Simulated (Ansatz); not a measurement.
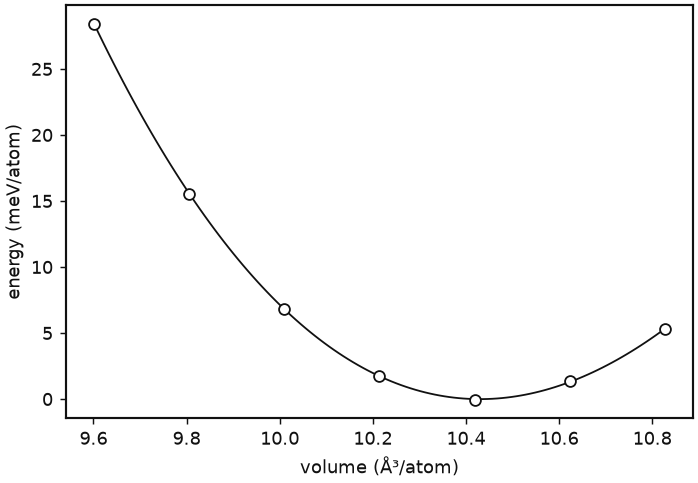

The plot gives the computed energy against volume for O, space group P6_3/mmc (No. 194).

Starting cell:
```
CELL_PARAMETERS angstrom
2.45819 0.00000 0.00000
-1.22910 2.12886 0.00000
0.00000 0.00000 7.80733
ATOMIC_POSITIONS crystal
O 0.33333 0.66667 0.17190
O 0.66667 0.33333 0.82810
O 0.66667 0.33333 0.67190
O 0.33333 0.66667 0.32810
```

Calculation (Ansatz 0.2.0): plane-wave DFT, no spin polarisation; energies at scaled volumes of the given cell, shape and fractions fixed, counted from the fit's minimum, third-order Birch-Murnaghan fit. Level: PBE.

```csv
setting,value
k mesh,12×12×4
occupations,Fermi–Dirac
smearing width,0.05 eV
potentials,Ansatz PAW
wave cutoff,420 eV
density cutoff,1680 eV
```

From this curve and the settings, what does the calculation give for the pressure at the same points?

The pressure falls from 11.80 GPa at volume 9.60 Å³/atom to −4.14 GPa at 10.83 Å³/atom, and changes sign near 10.43 Å³/atom.

```csv
volume (Å³/atom),pressure (GPa)
9.60,11.80
9.81,8.41
10.01,5.36
10.21,2.62
10.42,0.13
10.62,-2.12
10.83,-4.14
```

Note: spin is off for a triplet molecule; shape and atomic fractions are frozen while scaling, which makes layered, chain and framework solids too stiff.
